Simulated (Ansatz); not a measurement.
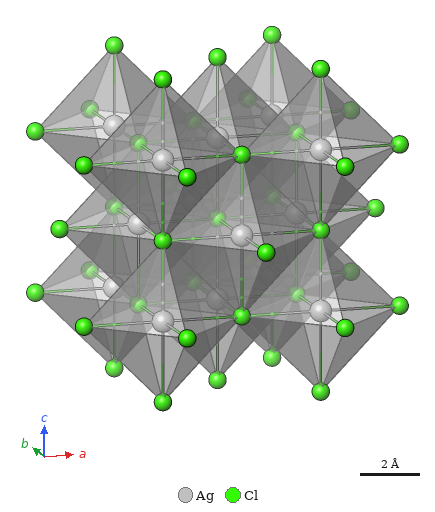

This is the input geometry for a relaxation of a crystal of AgCl (built on the rocksalt type). The picture is a polyhedral view of the conventional cell (4 times the calculation's cell), seen slightly off an axis. Lengths and directions refer to the drawn axes.

All numbers below come from DFT, r2SCAN, plane waves, PAW in Ansatz 0.2.0.

Input file:
```yaml
crystal:
  lattice:
    - [0.0, 2.8057051562, 2.8057051562]
    - [2.8057051562, 0.0, 2.8057051562]
    - [2.8057051562, 2.8057051562, 0.0]
  atoms:
    - { symbol: Ag, position: [0.0, 0.0, 0.0] }
    - { symbol: Cl, position: [0.5, 0.5, 0.5] }
kpoints:
  mp_grid: { grid: [8, 8, 8] }
hamiltonian:
  xc: r2scan
scf:
  occupations: { method: fermi_dirac, width: 0.02 }
relax:
  f_tol: 0.005
  cell: {}
```

Command:
```bash
ansatz run input.yaml --threads 2 --pin off --max-ram 2211MiB --backend cpu --events-out ev --progress --plain --runs-dir out
```

> What does the optimiser find from here?

Over 2 accepted moves (3 points after the start) the energy falls by 4.1 meV per atom. All forces vanish by symmetry, so only the cell relaxes. Pressure: −1.64 GPa at the start and −0.04 GPa at the end. The SCF was repeated once at an unchanged geometry on a basis and grid sized afresh for the cell, which shifted the energy by 0.2 meV per atom at most. No atom moves by more than 0.005 Å relative to the cell. Cell: a = b = c 5.611 → 5.546 Å (−1.2 %). Volume −3.4 %. Near-neighbour distances that change, for instance: Ag1–Cl2 2.806 → 2.773 Å. The space group stays Fm-3m (No. 225).

Final geometry:

```xyz
2
Lattice="0.0000 2.7732 2.7732 2.7732 0.0000 2.7732 2.7732 2.7732 0.0000" Properties=species:S:1:pos:R:3 pbc="T T T"
Ag    5.5464    2.7732    2.7732
Cl    2.7732    2.7732    2.7732
```

After the run, drawn alike:

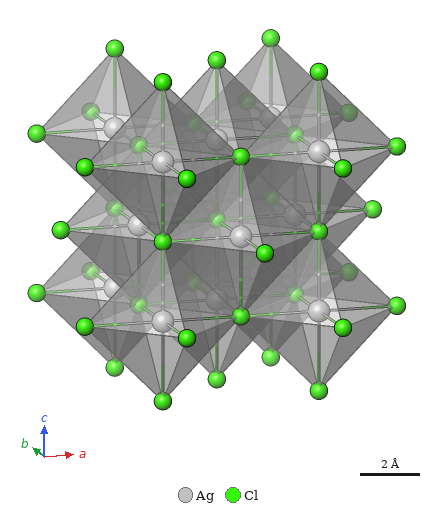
